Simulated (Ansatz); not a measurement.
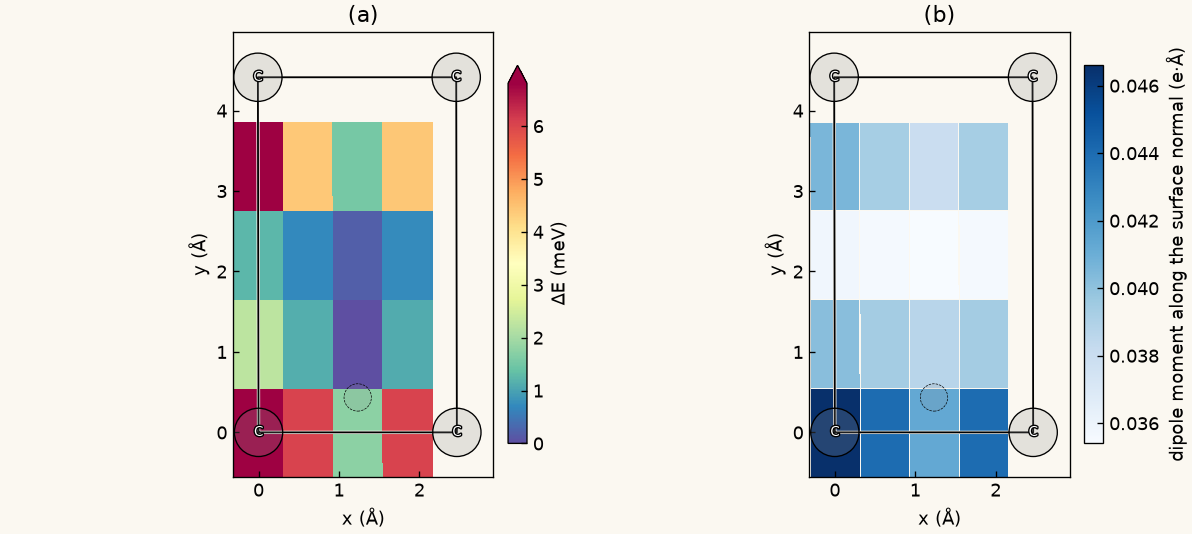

CO on a C(111) slab cut from the C2/m phase, its upper half relaxed before the scan (16 atoms of substrate and one adsorbate in a 2 × 1 cell). CO (O end down) is moved over the surface cell at a fixed height above a rigid substrate; the origin of the map has the adsorbate above C15; the height is held at 3.20 Å. Places are given modulo a cell vector. The map is drawn in real space over the plane of the surface. Grid: 4 × 4 points. Places are given in fractions of the 1 × 1 surface cell. Energies: meV, counted from the lowest grid point. At a fixed height the lowest place need not be the adsorption site. Level of theory: DFT PBE+D3(BJ), scalar-relativistic, plane waves, PAW (Ansatz 0.2.0). Settings: cutoff 420 eV, k-mesh 6×6×1, gaussian smearing 0.05 eV, no spin polarisation.

Panel (a) is the energy and panel (b) the computed dipole moment along the surface normal on the same grid.

Drawn: one coloured cell a grid point, labelled circles for the atoms of the top layer and small ones for the second layer, the outline of one cell of the plane, one colour for all values above the top of the scale.

### How does the dipole moment along the surface normal vary over the map, and what is it at the lowest grid point?

It runs from 0.04 e·Å at a fourfold hollow, (2/4, 2/4) of the cell vectors to 0.05 e·Å at the top site over a surface C atom, (0/4, 0/4) of the cell vectors. At the lowest grid point, (2/4, 1/4) of the cell vectors, it is 0.04 e·Å.

PAW datasets: the set soft_1.
